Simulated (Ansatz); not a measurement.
The calculation's input:

```
crystal:
  lattice:
    - [3.1699334333, 0.0, 0.0]
    - [-1.5849667167, 2.7452428816, 0.0]
    - [0.0, 0.0, 12.4913127957]
  atoms:
    - { symbol: W, position: [0.3333333333, 0.6666666667, 0.7501134825] }
    - { symbol: W, position: [0.6666666667, 0.3333333333, 0.2498865175] }
    - { symbol: S, position: [0.3333333333, 0.6666666667, 0.1247807871] }
    - { symbol: S, position: [0.6666666667, 0.3333333333, 0.6250080566] }
    - { symbol: S, position: [0.3333333333, 0.6666666667, 0.3749919434] }
    - { symbol: S, position: [0.6666666667, 0.3333333333, 0.8752192129] }
kpoints:
  mp_grid: { grid: [6, 6, 2] }
hamiltonian:
  xc: hse06
scf:
  occupations: { method: fixed }
  n_extra_bands: 5
output:
  forces: true
  stress: true
  eigenvalues: true
  write_density: true
  write_potential: true
  elf: true
  volumetric_format: npy
```

Run with:

```sh
ansatz run input.yaml --threads 4 --pin off --max-ram 4608MiB --backend cpu --events-out ev --progress --plain --runs-dir out
```

Below, planes, directions and counts refer to the conventional cell (a = 3.17 Å, b = 3.17 Å, c = 12.49 Å, α = 90.00°, β = 90.00°, γ = 120.00°).

Space group P6₃/mmc; a structure from a database of computed crystals, not necessarily the ambient phase; started from the database structure prototype, which need not be the ambient phase.

Computed with Ansatz, DFT, HSE06, plane waves, PAW.

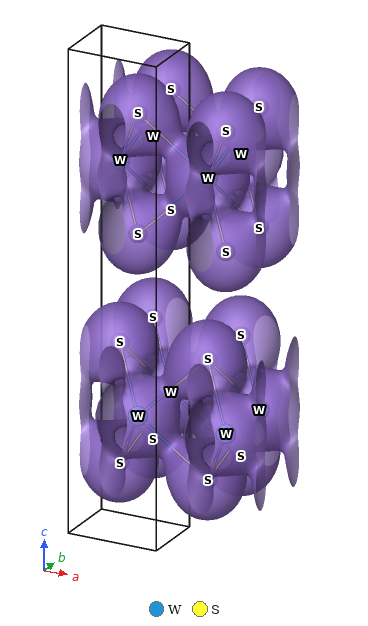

WS$_{2}$. Isosurface of the valence electron density at 0.5 e/Å³ (purple), seen slightly off an axis. Sticks mark near contacts.

In a PAW calculation such maps are meaningful between the atoms, not at the nuclei.

Q: Which contacts does the surface bridge?

A: At this value the density is joined into sheets; it holds about 70 % of the electrons treated as valence (semicore included). It bridges the shortest W–S (2.41 Å) contacts, where the density stays above the isovalue. On the grid the lowest density along these lines, outside the cores, is 0.64 e/Å³ (W–S, 2.41 Å).
